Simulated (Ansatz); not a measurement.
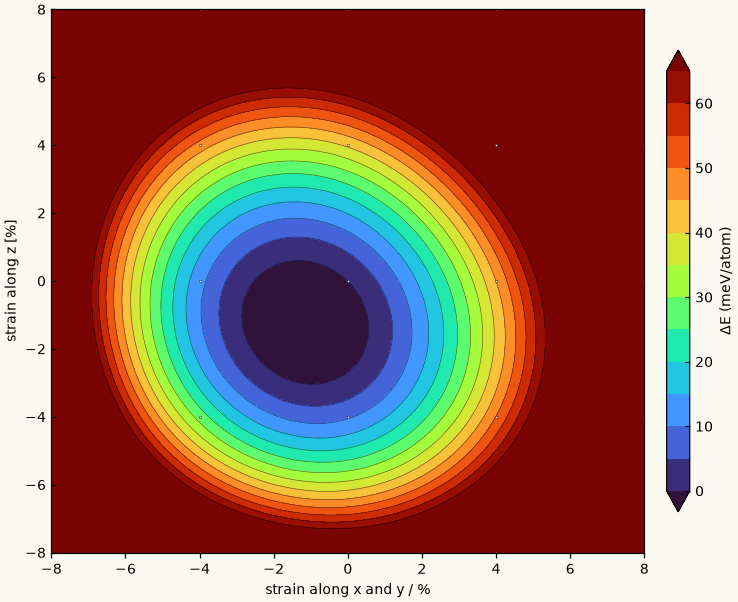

MgO2 (R-3m, No. 166; 3 atoms in the cell). The cell is strained homogeneously, by one strain along x and y and another along z, with fractional coordinates fixed (x along [1 0 0], z along [0 0 1] of the conventional cell). Coordinates scanned: (1) strain along x and y; (2) strain along z. The grid has 5 × 5 points. Points are written as (first, second). Energies: meV/atom, counted from the lowest grid point. The reference cell is the one listed in the database, not relaxed at this level. Method: Ansatz, DFT PBEsol, scalar-relativistic, plane waves, PAW. Settings: cutoff 420 eV, k-mesh 12×12×12, gaussian smearing 0.05 eV, no spin polarisation.

The picture shows filled contours, dots at the grid points, one colour for all values above the top of the scale. Between grid points the surface is interpolated.

Estimate the clamped-ion elastic constants that this map fixes.

Answer. With the cell volume of 31.2 Å³, the curvatures of the interpolated surface at its minimum give C₁₁ + C₂₂ + 2C₁₂ ≈ 610 GPa, C₃₃ ≈ 540 GPa and C₁₃ + C₂₃ ≈ 55 GPa (clamped ions, Cartesian axes of the cell). A stretch of 1 % along z with free sides (kept equal in x and y) would change the in-plane lengths by about −0.09 %.
